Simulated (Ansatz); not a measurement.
Al₃GaAs₄

Input

```
crystal:
  lattice:
    - [5.7327688, 0.0, 0.0]
    - [0.0, 5.7327688, 0.0]
    - [0.0, 0.0, 5.7327688]
  atoms:
    - { symbol: Al, position: [0.0, 0.5, 0.5] }
    - { symbol: Al, position: [0.5, 0.5, 0.0] }
    - { symbol: Al, position: [0.5, 0.0, 0.5] }
    - { symbol: Ga, position: [0.0, 0.0, 0.0] }
    - { symbol: As, position: [0.749121, 0.749121, 0.250879] }
    - { symbol: As, position: [0.749121, 0.250879, 0.749121] }
    - { symbol: As, position: [0.250879, 0.749121, 0.749121] }
    - { symbol: As, position: [0.250879, 0.250879, 0.250879] }
basis:
  ecutwfc: 420
kpoints:
  mp_grid: { grid: [6, 6, 6] }
hamiltonian:
  xc: pbe
scf:
  occupations: { method: gaussian, width: 0.02 }
output:
  forces: true
  stress: true
  eigenvalues: true
  write_density: true
  write_potential: true
  elf: true
  volumetric_format: npy
relax:
  adjacent_minimum: "off"
  f_tol: 0.01
  max_steps: 80
  cell: { stress_tol: 0.05 }
```

Command:

```sh
ansatz run input.yaml --threads 4 --pin off --max-ram 8192MiB --backend cpu --events-out ev --progress --plain --runs-dir out
```

Below, planes, directions and counts refer to the conventional cell (a = 5.73 Å, b = 5.73 Å, c = 5.73 Å, α = 90.00°, β = 90.00°, γ = 90.00°).

The fields are those of the relaxed geometry.

Space group P-43m; a structure generated by program, which may or may not match a known phase.

Theory: DFT PBE, scalar-relativistic, plane waves, PAW in Ansatz.

Core electrons are frozen (PAW), and the valence fields are smoothed inside the atomic spheres.

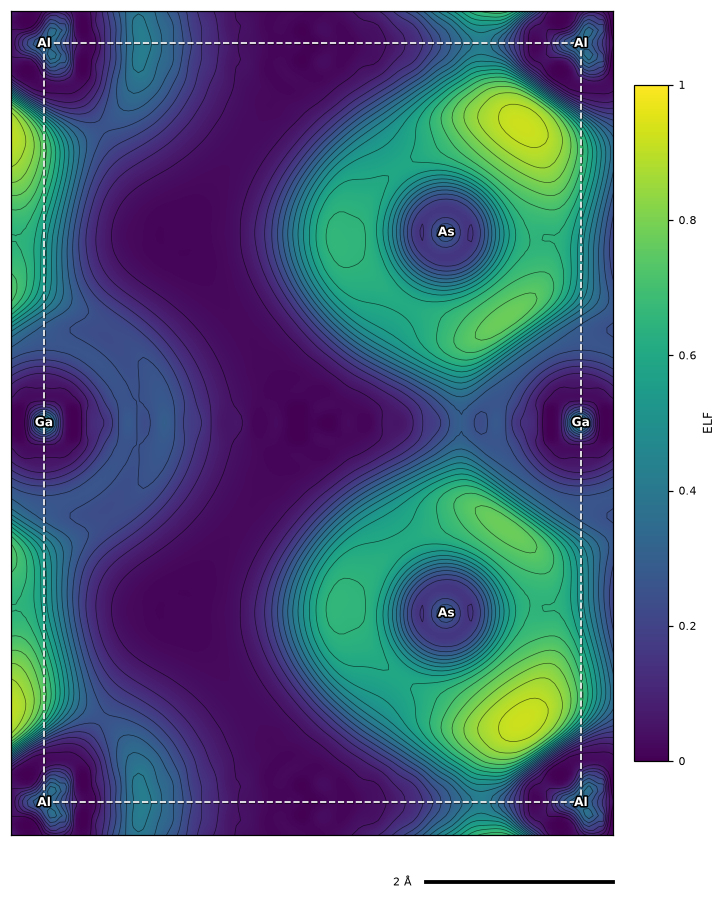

Figure 1. ELF on the (110) plane of the conventional cell.

> What does the map show?

Atoms in the plane: Al, Ga and As. Al–As (2.48 Å): the ELF peaks at about 0.95 between the atoms (a covalent bond). Ga–As (2.49 Å): the ELF peaks at about 0.80 between the atoms (a covalent bond). The features right at Ga lie inside the PAW spheres, where the map follows smoothed inner orbitals and isn't to be read closely.

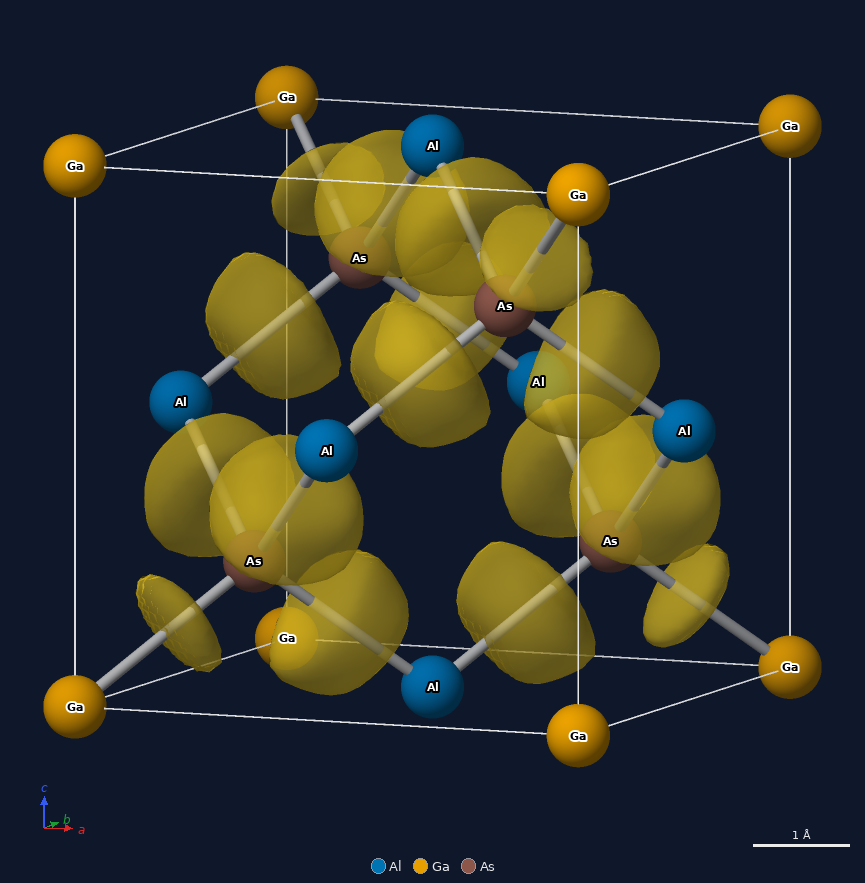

Figure 2. Isosurface of the electron localisation function at 0.7 (yellow), seen slightly off an axis. Only the valence region is drawn (cores and ρ < 0.01 e/Å³ removed). Sticks mark near contacts.

> Describe the localisation domains.

At this value the surface marks out twelve regions between bonded Al–As atoms (shared pairs) and four regions between bonded As–Ga atoms (shared pairs), counted in one cell of 8 atoms. Any copies at cell faces, edges or corners count once.

> Does the calculation give a band gap?

It is gapped, with a Kohn–Sham gap of 1.0 eV on the k-point mesh, an upper bound to the gap of this method.
